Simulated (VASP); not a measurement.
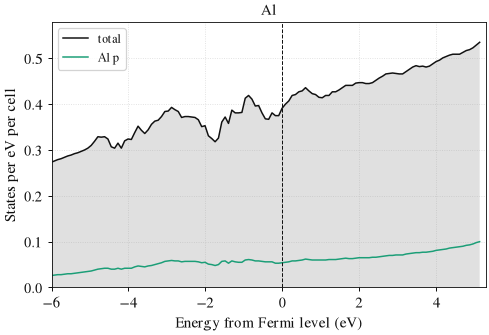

Density of states. Energies are counted from the Fermi level. The partial curves are projected inside the PAW spheres; the rest of the total lies in parts that aren't drawn and between the spheres.

Calculation on fcc Al, space group Fm-3m (No. 225), 1 atom in the primitive cell; cubic a = 4.040 Å.

Computed with VASP: PBE, VASP PAW PBE potentials, release 64 (Al), no spin polarisation, no spin-orbit coupling, 18×18×18 k mesh in the self-consistent step, 350 eV cutoff, Gaussian smearing of 0.1 eV.

Question: What is the density of states at the Fermi level?

Answer: It is a metal. The density of states at the Fermi level is about 0.39 per eV and cell (mean within 0.25 eV).

The density of states was taken on a 27×27×27 mesh with the tetrahedron method. The cell was derived from a database entry in an earlier step, so it needn't be the measured one.
